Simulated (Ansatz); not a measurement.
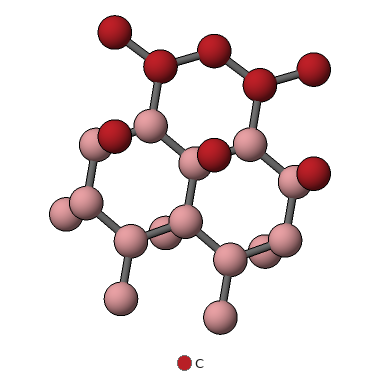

The system is Si on a C(10−1) slab cut from the C2/m phase, its upper half relaxed before the scan (16 atoms of substrate and one adsorbate in a 2 × 1 cell); the picture shows it without the atoms that are moved over the map. Si is moved over the surface cell at a fixed height above a rigid substrate; the origin of the map has the adsorbate above C15; the height is held at 3.40 Å. Places are given modulo a cell vector. The map is drawn in real space over the plane of the surface. Grid: 4 × 4 points; 11 points were computed and 3 follow by symmetry. At 2 points there is no value. Places are given in fractions of the 1 × 1 surface cell. All energies are given in meV relative to the lowest grid point. Energies and slopes of some neighbouring points disagree (a jump in structure or state, or too coarse a mesh). The magnetic moment jumps between some neighbouring points. At a fixed height the lowest place need not be the adsorption site. All numbers below come from DFT PBE+D3(BJ), scalar-relativistic, plane waves, PAW (Ansatz 0.2.0). Settings: cutoff 420 eV, k-mesh 6×6×1, gaussian smearing 0.05 eV, spin-polarised.

Range: position of Si17 along the first surface vector from 0.00 to 0.75; position of Si17 along the second surface vector from 0.00 to 0.75.

> What landscape does the calculation give?

The lowest grid point is at (1/4, 1/4) of the cell vectors [nearest 1 C at 3.63 Å]. The same energy is found at (3/4, 1/4) of the cell vectors [nearest 1 C at 3.63 Å]. The highest grid point, the top site over a surface C atom, (0/4, 0/4) of the cell vectors, lies 238 meV above the lowest. At the lowest point the adsorbate has 1 C at 3.63 Å as nearest neighbours, at the highest 1 C at 3.40 Å.

```tsv
second ↓, first →	0/4	1/4	2/4	3/4
3/4	234	–	153	–
2/4	161	169	178	169
1/4	175	0	61	0
0/4	238	133	26	133
```

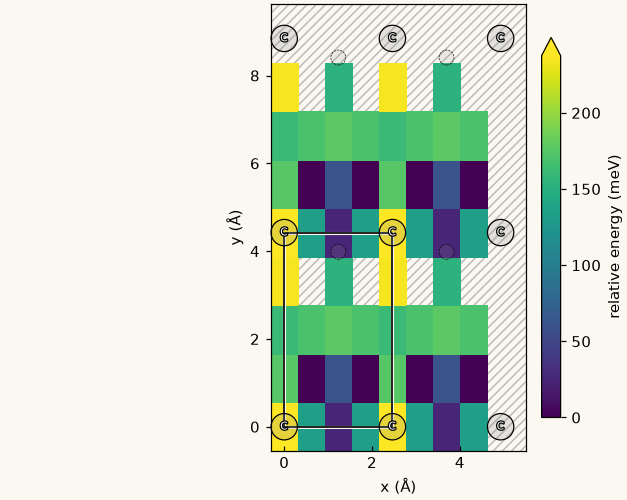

The picture shows one coloured cell a grid point, labelled circles for the atoms of the top layer and small ones for the second layer, the outline of one cell of the 2 × 2 shown, one colour for all values above the top of the scale, hatched blanks where no value was computed.

Each point was launched as `ansatz run input.yaml --threads 2 --pin off --max-ram 6144MiB --backend cpu --events-out ev --progress --plain --runs-dir out`. Time for the 11 points that were run: 33 min on 2 threads of Intel(R) Xeon(R) Platinum 8259CL CPU @ 2.50GHz (Skylake/Cascade Lake) (shared host).

PAW datasets: the set soft_1.
